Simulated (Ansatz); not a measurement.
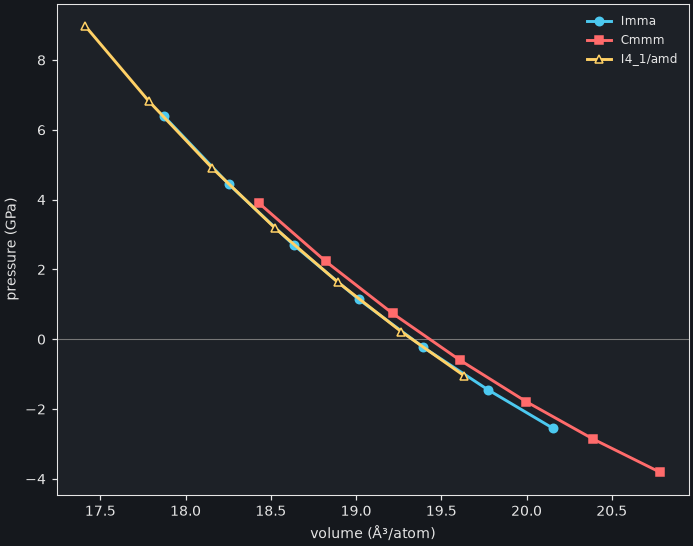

**Figure.** Pressure against volume, with one curve for each structure, for Ge.

Settings that differ: Imma: k mesh 11×11×11; Cmmm: k mesh 11×11×10; I4_1/amd: k mesh 11×11×11.

The fitted equilibrium volumes, smallest first, are I4_1/amd 19.327, Imma 19.329, Cmmm 19.427 Å³/atom. The fitted bulk moduli, smallest first, are Cmmm 65.7, Imma 67.5, I4_1/amd 68.6 GPa. For Imma, the pressure falls from 6.39 GPa at volume 17.87 Å³/atom to −2.55 GPa at 20.16 Å³/atom, and changes sign near 19.33 Å³/atom. For Cmmm, the pressure falls from 3.90 GPa at volume 18.43 Å³/atom to −3.81 GPa at 20.78 Å³/atom, and changes sign near 19.43 Å³/atom. For I4_1/amd, the pressure falls from 8.97 GPa at volume 17.41 Å³/atom to −1.05 GPa at 19.64 Å³/atom, and changes sign near 19.33 Å³/atom.

How it was computed, with Ansatz 0.2.0: plane-wave DFT, no spin polarisation; energies at scaled volumes of the given cell, shape and fractions fixed, counted from the fit's minimum, third-order Birch-Murnaghan fit. Level: PBE.

occupations Fermi–Dirac; smearing width 0.05 eV; potentials Ansatz PAW; wave cutoff 420 eV; density cutoff 1680 eV.

Limits of the calculation: shape and atomic fractions are frozen while scaling, which makes layered, chain and framework solids too stiff.
